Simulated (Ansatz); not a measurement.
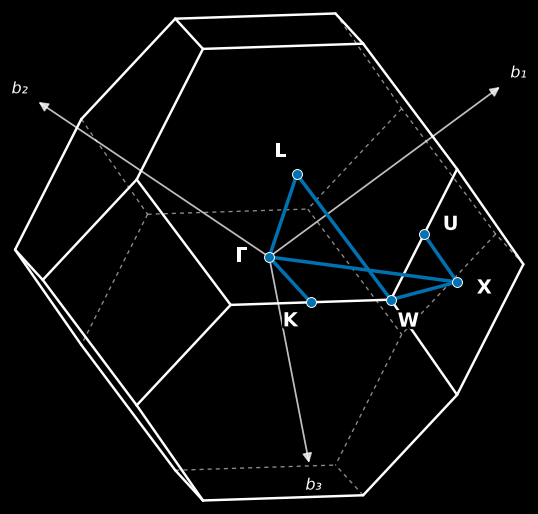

Crystal: CdTe, the input geometry of an electronic-structure calculation (not necessarily at equilibrium). The figure shows the first Brillouin zone with its special points and a band path. Geometry calculated from the standardised cell; symmetry tolerance 0.002 Å.

Labels and path follow the convention of Hinuma et al. (2017), as computed by seekpath; the arrows show the directions of the reciprocal primitive vectors b₁, b₂, b₃.

Name the Bravais lattice of the crystal.

A face-centred cubic lattice (cF; extended symbol cF2). The zone is a truncated octahedron in its combinatorial type: 14 faces (6 with 4 edges, 8 with 6 edges), 36 edges, 24 vertices.

In which order does the conventional band path visit the special points?

Γ–X–U | K–Γ–L–W–X
